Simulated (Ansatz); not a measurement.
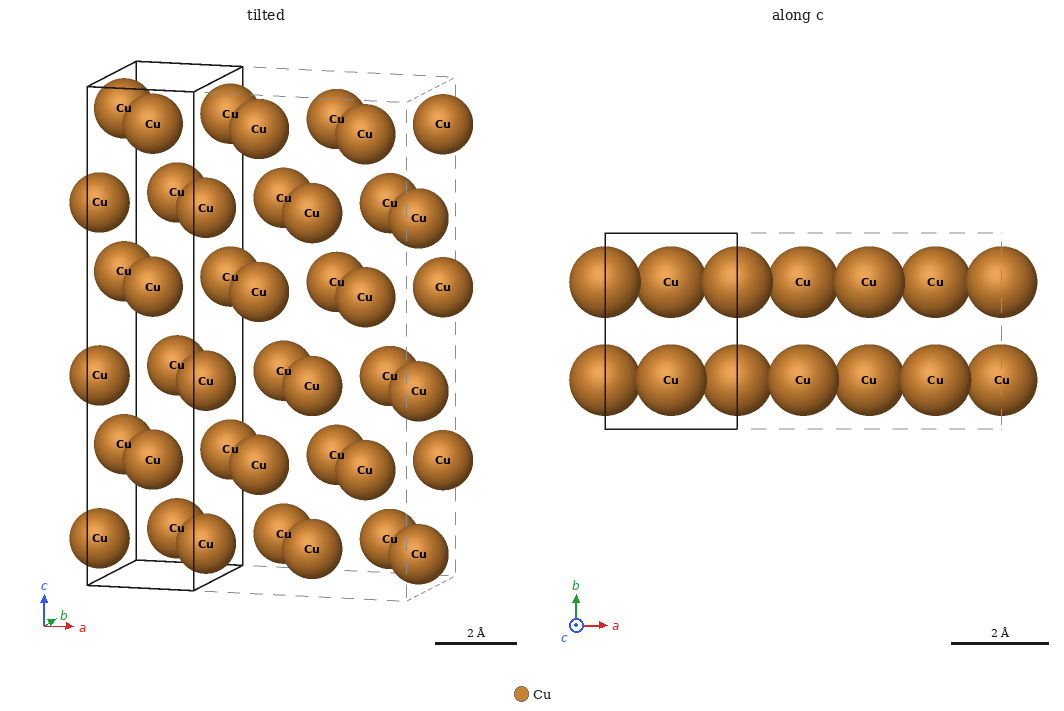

This spheres-only model is shown slightly off an axis and along the c axis. The drawing covers 3×1×1 cells, and the solid lines enclose one conventional unit cell.

Cu, space group Cmme (No. 67), a = 2.75 Å, b = 4.08 Å, c = 12.49 Å, α = 90.00°, β = 90.00°, γ = 90.00°.

Setup: DFT PBEsol, scalar-relativistic, plane waves, PAW (Ansatz 0.2.0); a basis cut at 420 eV, k-points about 0.14 Å⁻¹ apart, Gaussian smearing of 0.15 eV, no spin polarisation.

**Predict the gap.**

A metal: bands cross the Fermi level.

**Under what pressure is the structure?**

The computed pressure is -3.6 GPa (stretched: it would shrink).

The initial geometry was a structure listed in the Materials Project. The cell was then strained or its atoms displaced on purpose. It went into a calculation with Ansatz.
